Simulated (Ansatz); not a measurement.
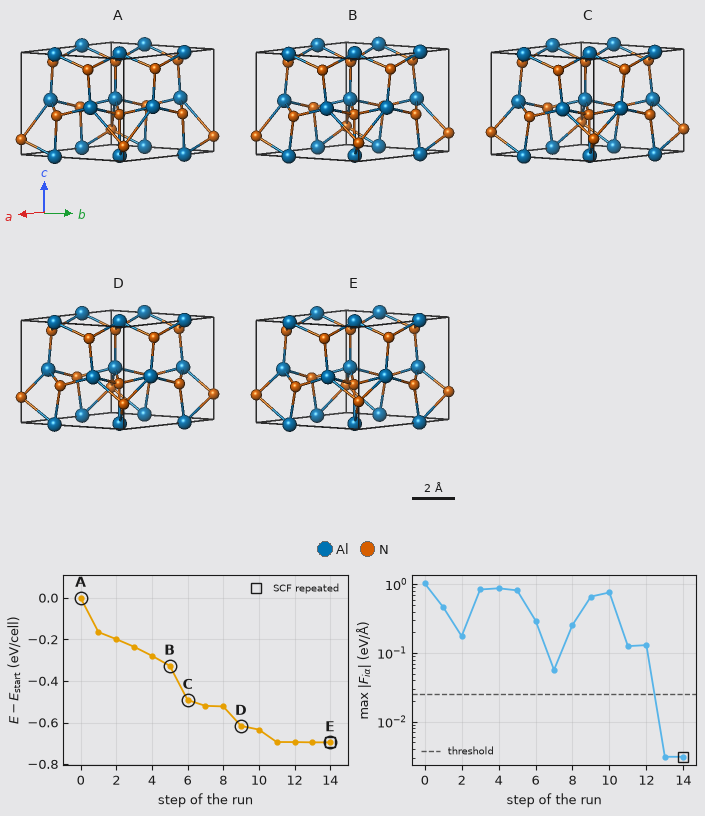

Frames of a relaxation of a defect cell of composition Al₆N₇ (cell charge −1), marked on the history of the run. The picture is a ball-and-stick view of the cell of the calculation, reduced to other axes, seen from a free direction. Lengths and directions refer to the drawn axes.

Case: N interstitial, charge -1, atoms relaxed at the host's cell.

Computed with Ansatz 0.2.0, DFT PBE, scalar-relativistic, plane waves, PAW. (plane-wave cutoff 420 eV; k-point mesh 2 × 2 × 2; occupations gaussian; smearing width 0.01 eV; no spin polarisation; atoms relaxed in a fixed cell; force threshold 0.025 eV/Å; at most 45 steps)

Describe the path.

The atom that moves furthest is an N atom (0.62 Å along +c). Largest moves by element: N 0.62 Å, Al 0.14 Å. The lattice vectors keep their values. Near-neighbour distances that change, for instance: Al–N 2.504 → 1.966 Å, Al–N 1.913 → 2.224 Å, Al–N 2.015 → 1.905 Å, Al–N 1.887 → 1.983 Å. Among the angles between lasting bonds that change: Al–N–Al 106.2° → 86.8°, Al–N–Al 107.7° → 90.4°, N–Al–N 177.6° → 162.7°. The energy falls by 0.695 eV per cell of the calculation in 13 accepted moves (14 points after the start). Largest force component: 1 eV/Å at the start, 0.0031 eV/Å at the end. 1 step only repeated the SCF at the same geometry. Cost: 8 s on 4 threads of Arm Neoverse V1 (shared host), peak memory 0.4 GiB. From step 0 to 5: an N atom moves most (0.17 Å), energy −0.327 eV per cell of the calculation. From step 5 to 6: an N atom moves most (0.20 Å), energy −0.165 eV per cell of the calculation. From step 6 to 9: an N atom moves most (0.14 Å), energy −0.125 eV per cell of the calculation. From step 9 to 14: an N atom moves most (0.12 Å), energy −79.0 meV per cell of the calculation.

```tsv
step	E − E(0), meV/atom	largest force component, eV/Å	note
0	0.00	1.0314	
1	-12.67	0.4655	
2	-15.28	0.1760	
3	-18.11	0.8414	
4	-21.43	0.8756	
5	-25.13	0.8180	
6	-37.79	0.2971	
7	-39.97	0.0568	
8	-40.17	0.2568	
9	-47.40	0.6641	
10	-48.75	0.7615	
11	-53.35	0.1261	
12	-53.37	0.1304	
13	-53.48	0.0031	
14	-53.48	0.0031	same geometry, SCF repeated
```

Limits of the set-up: the k-point mesh is coarse for a cell with partly filled bands; the periodic images lie only 5.0 Å apart, so the values are limited by the cell's size; the cell is charged, on a uniform background, and energies carry no finite-size correction.
